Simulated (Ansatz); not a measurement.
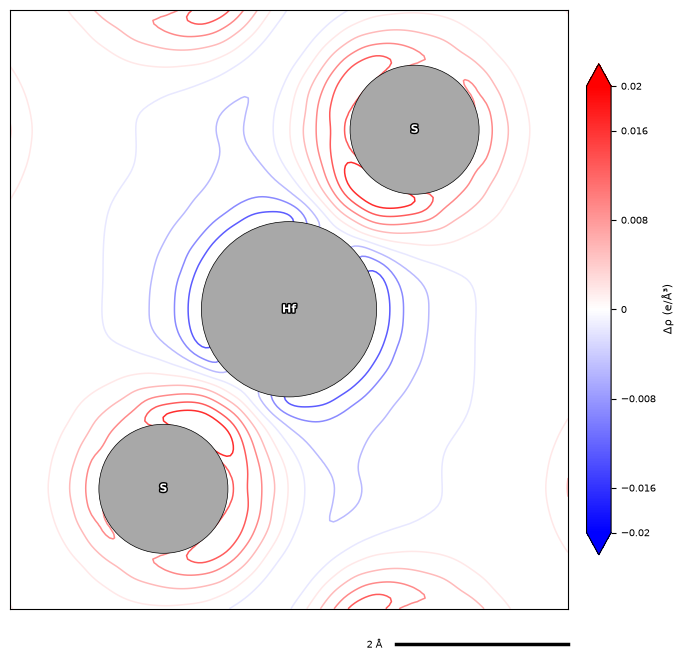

HfS$_{2}$. Difference of the valence pseudo-densities of two functionals at the same geometry, on the (110) plane of the calculation cell: one of PBEsol and r2SCAN less the other.

Both computed with Ansatz (plane waves, PAW), on the same k-point mesh. Grey discs cover the atomic cores.

```xyz
3
Lattice="3.6059 0.0000 0.0000 -1.8029 3.1228 0.0000 0.0000 0.0000 5.7704" Properties=species:S:1:pos:R:3 pbc="T T T"
Hf    0.0000    0.0000    0.0000
S     1.8029    1.0409    4.3140
S     0.0000    2.0819    1.4564
```

### Which was subtracted from which, and what does the map show?

It is r2SCAN less PBEsol. Against PBEsol, r2SCAN gives less density around Hf (−0.009 e/Å³ on average at 1.2 Å from the nucleus), more density around S (+0.013 e/Å³ on average at 0.9 Å from the nucleus) and a change of +0.005 e/Å³ at the midpoint of Hf–S.
